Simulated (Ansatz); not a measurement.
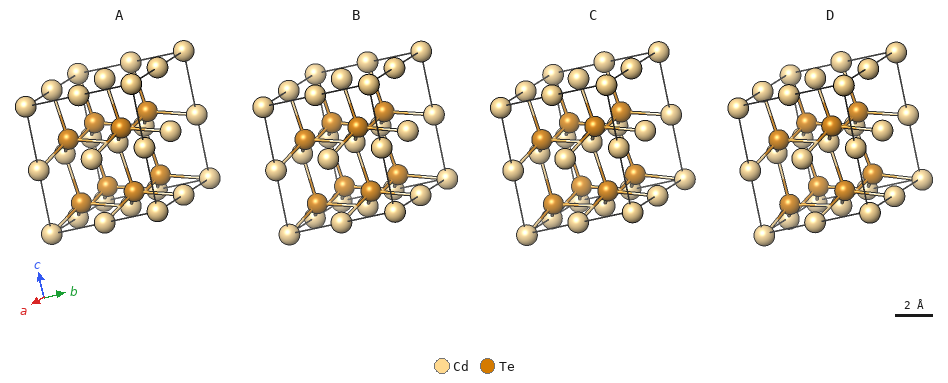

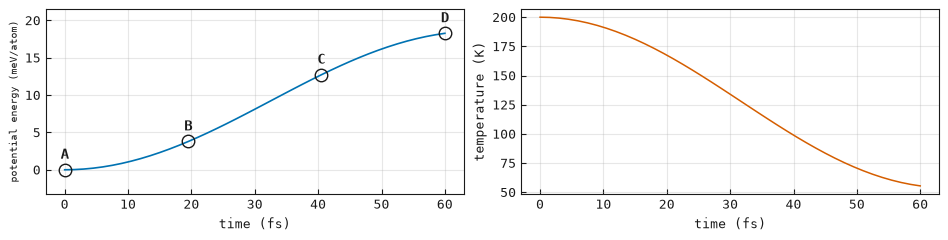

A Born-Oppenheimer molecular dynamics run of a 16-atom cell of CdTe (built on the measured structure type), 60 fs long. Frames (A at 0 fs, B at 19.5 fs, C at 40 fs, D at 60 fs) and the history of the run. Style: ball-and-stick. Shown: the reduced simulation cell, slightly off an axis. Bonds to atoms that aren't drawn are left out. Lengths and directions refer to the drawn axes.

These are results of Ansatz, DFT, PBEsol, plane waves, PAW, not measurements. Run with plane-wave cutoff 420 eV; k-point mesh 2 × 2 × 2; Fermi-Dirac smearing 0.02 eV; Nosé-Hoover thermostat (NVT); set temperature 200 K; time step 1.5 fs.

Q: What do the frames and curves show?

A: The mean temperature in the second half is 88 K (standard deviation 25 K). That is still far from the set 200 K: the thermostat hasn't settled it within this run. The temperature is still falling (161 K in the second quarter, 65 K in the last), so the run isn't equilibrated. The potential energy is still drifting at the end, so the run hasn't reached equilibrium. The potential energy in the second half lies on average 14.0 meV per atom above the first frame. Root-mean-square distances from the starting positions over the second half, with the common drift of all atoms taken out: Te 0.09 Å, Cd 0.06 Å. The run lasts only 60 fs, too short to tell vibration from diffusion. The conserved quantity stays between 0 and 0.0058 meV per atom of its start. A straight-line fit has a slope that amounts to +0.0069 meV per atom over 60 fs (under 0.1 % of the mean kinetic energy), its mean offset in the second half is under 0.1 %, and the ripple about the line is under 0.1 % of the kinetic energy's fluctuation. With a drift under 2 % and a ripple under 7 %, the integration is accurate.
